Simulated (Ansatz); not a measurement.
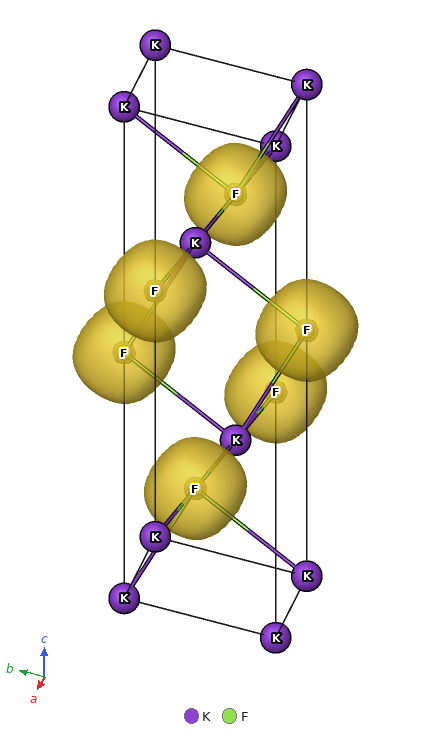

*KF. Isosurface of the electron localisation function at 0.6 (yellow), seen at an oblique angle. Only the valence region is drawn (cores and ρ < 0.01 e/Å³ removed). Sticks mark near contacts.*

Space group R-3m.

All numbers below come from Ansatz, DFT PBE, scalar-relativistic, plane waves, PAW.

In a PAW calculation such maps are meaningful between the atoms, not at the nuclei.

What do the ELF domains correspond to?

At this value the surface marks out three regions wrapped around F (the valence shell of each), counted in one cell of 6 atoms. Any copies at cell faces, edges or corners count once. Profiles from the grid: K–F (2.69 Å): the ELF is about 0.05 at the midpoint: a closed-shell, largely ionic contact.
